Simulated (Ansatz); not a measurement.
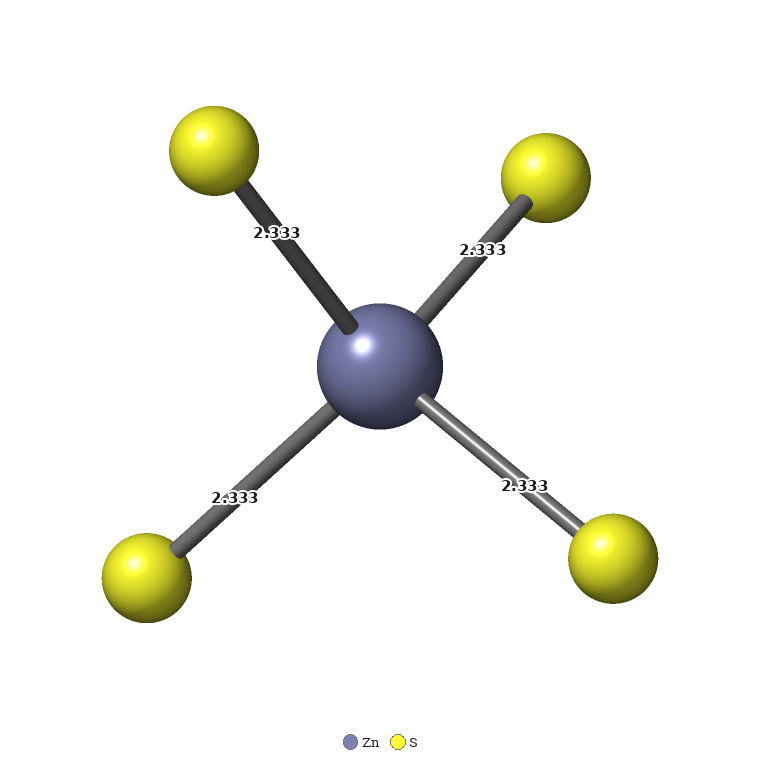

The surroundings of site Zn1 (at 0.250, 0.250, 0.750) in ZnS (F-43m), with bond lengths in Å.

Origin of the cell: a calculation's input that goes back to an entry of the Crystallography Open Database (an earlier step may have relaxed or displaced it).

```xyz
8
Lattice="5.3882 0.0000 0.0000 0.0000 5.3882 0.0000 0.0000 0.0000 5.3882" Properties=species:S:1:pos:R:3 pbc="T T T"
Zn    1.3470    1.3470    4.0411
S     0.0000    0.0000    0.0000
Zn    1.3470    4.0411    1.3470
S     0.0000    2.6941    2.6941
Zn    4.0411    1.3470    1.3470
S     2.6941    0.0000    2.6941
Zn    4.0411    4.0411    4.0411
S     2.6941    2.6941    0.0000
```

Bond valence s = exp((R0 − d)/b), R0 fitted to published crystal structures with b = 0.37 Å; R0 in Å: Zn2+–S 2.088.

**Calculate the bond-valence sum of Zn1 from the bonds drawn.**

4 × 0.516 = 2.06 v.u., against a formal valence of 2: a close match.

**And over the whole structure?**

| site | x, y, z | formal valence | bond-valence sum | difference |
| --- | --- | --- | --- | --- |
| Zn1 | 0.250, 0.250, 0.750 | +2 | 2.08 | 0.08 |
| S1 | 0.000, 0.000, 0.000 | −2 | 2.08 | 0.08 |

These sums include all anions within 5 Å. The global instability index (root mean square of the differences over all atoms) is 0.08 v.u.: little strain. The cell was not relaxed for this table, and a volume that is off by a few per cent shifts all sums together.
